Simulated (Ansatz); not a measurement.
Take the following structure.

```
K Mg F
1.0
     4.05388    0.00000    0.00000
     0.00000    4.05388    0.00000
     0.00000    0.00000    4.05388
K Mg F
1 1 3
Direct
  0.50000 0.50000 0.50000
  0.00000 0.00000 0.00000
  0.00000 0.50000 0.00000
  0.00000 0.00000 0.50000
  0.50000 0.00000 0.00000
```

Describe what this structure looks like.

It has the composition KMgF₃. Its lattice is primitive cubic, its space group Pm-3m (No. 221). Its structure type: cubic perovskite. With Z = 1, the cell contains 1 K, 1 Mg, 3 F. The polyhedra are MgF6 octahedra; they share corners. The coordination shell of K holds twelve F in a cuboctahedral arrangement at 2.87 Å. Each Mg atom is coordinated by six F in an octahedral arrangement at 2.03 Å. Each F atom is coordinated by four K and two Mg in a distorted octahedral arrangement (2.87 Å to K, 2.03 Å to Mg). The bonds build a three-dimensional framework.

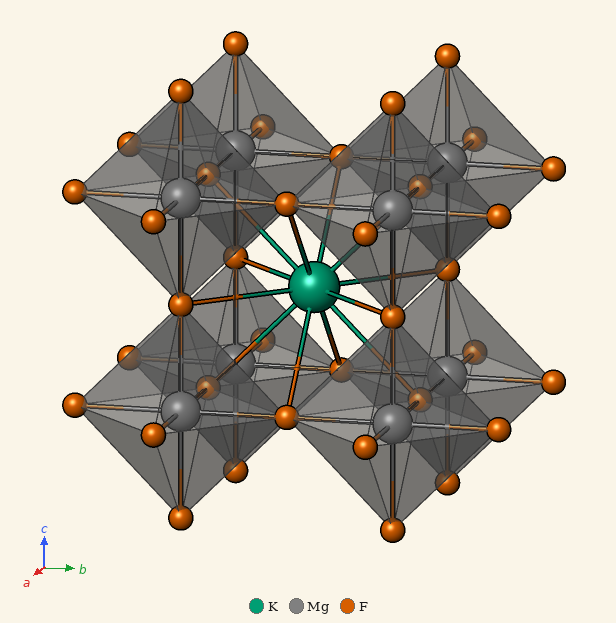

Polyhedral representation of a periodic structure, projected slightly off an axis. Thin lines show the conventional unit cell, with boundary atoms drawn in all their periodic places. Some atoms of the next cells are drawn as well.

Its origin is a structure listed in the Materials Project. Earlier steps of the study may have refined or changed the cell and positions. It was the input of a calculation with Ansatz.
